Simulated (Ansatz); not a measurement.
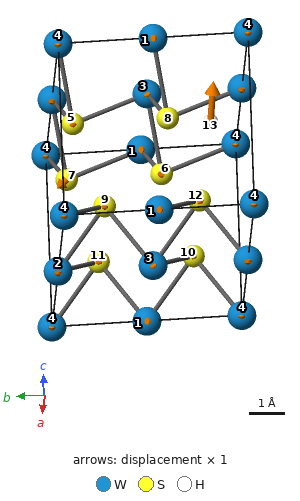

A relaxation of a defect cell of composition HW4S8 (cell charge −1). The starting structure is drawn; orange arrows show the displacements, at their true length.

A ball-and-stick model of the cell of the calculation, reduced to other axes, seen from a free direction. Lengths and directions refer to the drawn axes.

Case: H interstitial, charge -1, atoms relaxed. The atoms of the start lie slightly off their symmetric places, so part of the fall in energy undoes that.

All numbers below come from DFT PBE, scalar-relativistic, plane waves, PAW in Ansatz.

The input:
```yaml
crystal:
  lattice:
    - [3.187747326, -5.5213403304, 0.0]
    - [-3.187747326, -5.5213403304, 0.0]
    - [0.0, -3.6808935536, -7.4744493696]
  atoms:
    - { symbol: W, position: [0.5006774491, 0.5006774491, 0.9979676527] }
    - { symbol: W, position: [0.0006774491, 0.5006774491, 0.9979676527] }
    - { symbol: W, position: [0.5006774491, 0.0006774491, 0.9979676527] }
    - { symbol: W, position: [0.0006774491, 0.0006774491, 0.9979676527] }
    - { symbol: S, position: [0.9040742703, 0.9040742703, 0.7877771891] }
    - { symbol: S, position: [0.4040742703, 0.9040742703, 0.7877771891] }
    - { symbol: S, position: [0.9040742703, 0.4040742703, 0.7877771891] }
    - { symbol: S, position: [0.4040742703, 0.4040742703, 0.7877771891] }
    - { symbol: S, position: [0.7639482806, 0.7639482806, 0.2081551582] }
    - { symbol: S, position: [0.2639482806, 0.7639482806, 0.2081551582] }
    - { symbol: S, position: [0.7639482806, 0.2639482806, 0.2081551582] }
    - { symbol: S, position: [0.2639482806, 0.2639482806, 0.2081551582] }
    - { symbol: H, position: [0.2100746094, 0.2228536859, 0.524172491] }
total_charge: -1
basis:
  ecutwfc: 420
  xc_grid: 2
kpoints:
  mp_grid: { grid: [3, 3, 3], shift: [0.0, 0.0, 0.0] }
hamiltonian:
  xc: pbe
scf:
  occupations: { method: gaussian, width: 0.02 }
output:
  forces: true
  stress: false
  eigenvalues: true
  write_density: true
  write_potential: true
  elf: true
  volumetric_format: npy
relax:
  adjacent_minimum: "off"
  f_tol: 0.02
  max_steps: 60
```

Command:
```bash
ansatz run input.yaml --threads 4 --pin off --max-ram 10240MiB --backend cpu --events-out ev --progress --plain --runs-dir out
```

> What happened in the run?

The largest move is that of H13, 1.23 Å along [−2 0 1]. By element the largest moves are H 1.23 Å, S 0.39 Å, W 0.16 Å. The lattice vectors keep their values. Among the contacts that change: S7–H13 2.525 → 1.449 Å, W1–S7 2.420 → 2.897 Å, W2–W4 3.188 → 3.275 Å, W2–W4 (another image) 3.188 → 3.101 Å. New bonds form, among them: S7–H13 (2.52 → 1.45 Å). Among the angles between lasting bonds that change: W1–S7–W2 82.4° → 72.9°, S7–W4–S11 81.0° → 88.8°, S7–W4–S9 135.3° → 141.7°. The energy falls by 0.659 eV per cell of the calculation in 13 accepted moves (14 points after the start). Largest force component: 0.68 eV/Å at the start, 0.0034 eV/Å at the end. The line search rejected the trial step at point 10 of the run. Cost: 54 s on 4 threads of Intel(R) Xeon(R) 6975P-C (Granite Rapids), with other jobs on the host, peak memory 0.85 GiB.

Limits of the set-up: the periodic images lie only 6.4 Å apart, so the values are limited by the cell's size; the cell is charged, on a uniform background, and energies carry no finite-size correction.
